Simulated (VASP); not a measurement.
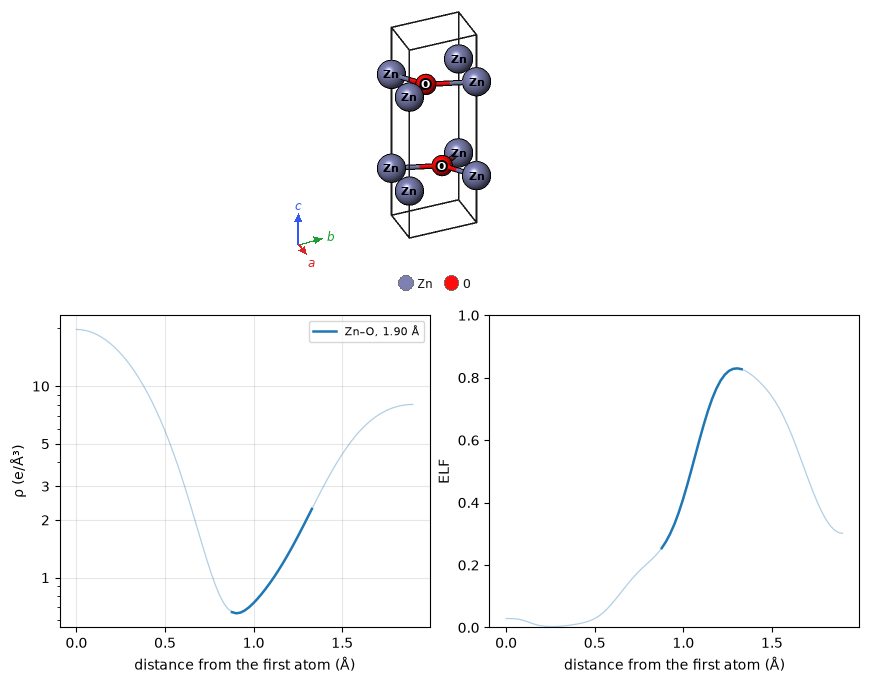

Figure 1: ZnO. Valence charge density (pseudo) and electron localisation function along straight lines between neighbouring atoms. Thin, pale parts lie inside the atomic spheres. The structure is drawn too.

Space group P6₃/mmc; a structure from a database of computed crystals, not necessarily the ambient phase; computed pressure about 3 GPa in this cell.

Computed with Kohn-Sham DFT of a periodic cell, RPBE, VASP PAW PBE potentials, recommended, release 54 in VASP.

Core electrons are frozen (PAW), and the valence fields are smoothed inside the atomic spheres.

```
Zn O
1.0
     3.28797    0.00000    0.00000
    -1.64398    2.84746    0.00000
     0.00000    0.00000    7.13044
Zn O
2 2
Direct
  0.00000 0.00000 0.25000
  0.00000 0.00000 0.75000
  0.66667 0.33333 0.75000
  0.33333 0.66667 0.25000
```

### What can be read from the curves?

Zn–O (1.90 Å): ρ is about 0.67 e/Å³ halfway; the ELF peaks at about 0.85 in the valence shell of O, 0.6 Å from its nucleus, and is about 0.35 at the midpoint.
